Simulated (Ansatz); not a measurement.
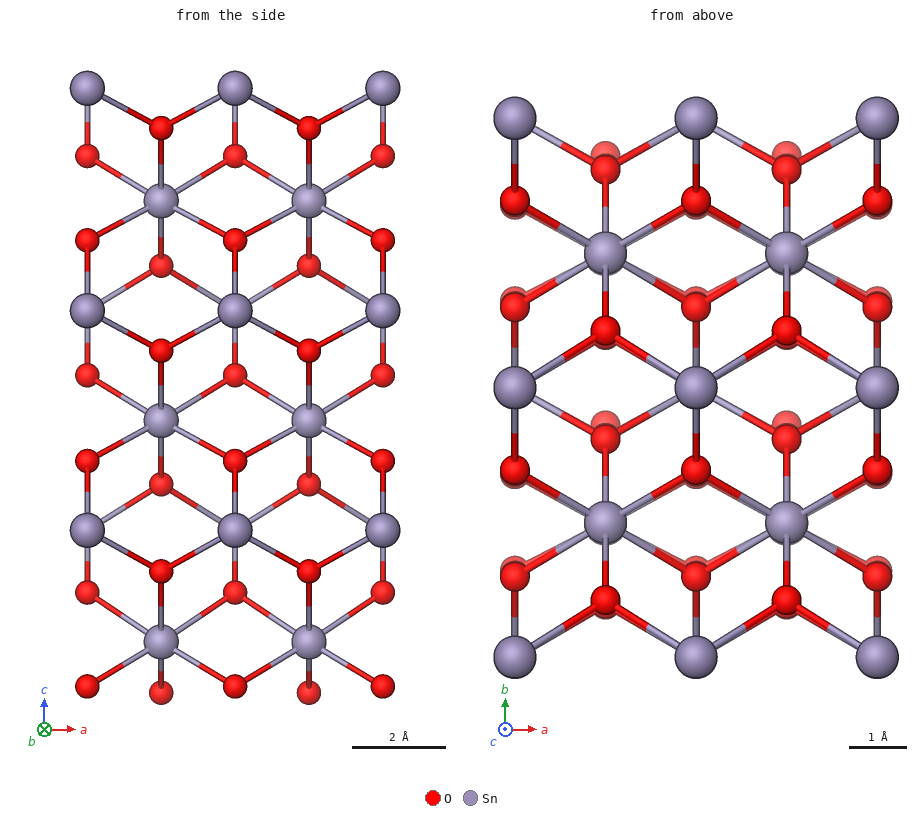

A ball-and-stick picture of a periodic slab, seen from the side and from above. The surface normal points up in side views; the vacuum is left out. 2×2 cells are drawn in the plane, with atoms at the edges repeated.

The cell holds 6 Sn, 12 O. The slab was cut from bulk SnO2 (P4_2/mnm).

Question: How is each face terminated?

Answer: The top face ends in Sn, the bottom face in O. The faces differ, so the slab can carry a dipole.

Question: How far apart are the outermost atoms along the normal?

Answer: About 13 Å from the lowest to the highest atom.

Question: On which plane does the slab lie?

Answer: (1 0 0).

Computational set-up: DFT r2SCAN, scalar-relativistic, plane waves, PAW in Ansatz, 500 eV cutoff, an 8×6×1 k-point grid, Gaussian smearing of 0.05 eV, no spin polarisation.

Question: Predict the work functions of both surfaces.

Answer: 5.39 eV at the top and 9.49 eV at the bottom.

The structure was taken from a structure listed in the Materials Project, from which a slab was cut. The atoms were relaxed in a fixed cell with DFT r2SCAN, scalar-relativistic, plane waves, PAW (Ansatz).
